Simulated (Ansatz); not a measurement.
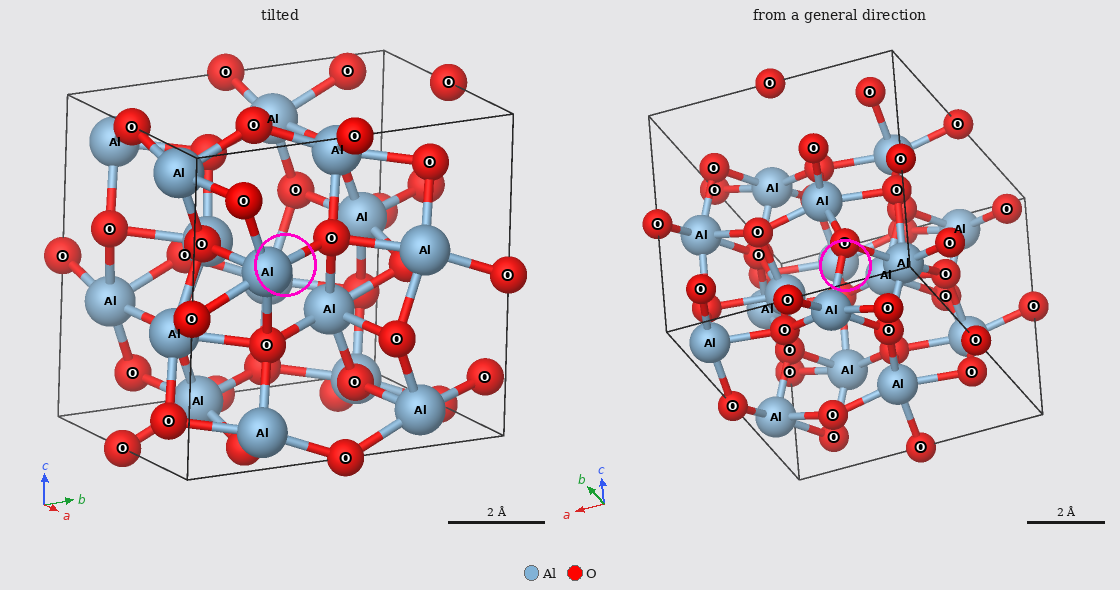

Crystal structure, ball-and-stick style, seen slightly off an axis and from a general direction. The supercell is drawn as a box. The host is Al₂O₃, in a cell of 40 sites, and the cell is neutral. A ring marks the defect's site.

Name the defect and give its surroundings.

An oxygen vacancy. Around the empty site lie four Al at about 1.8 to 2.0 Å.

The atoms were relaxed in the host's cell with DFT PBEsol, scalar-relativistic, plane waves, PAW (Ansatz).
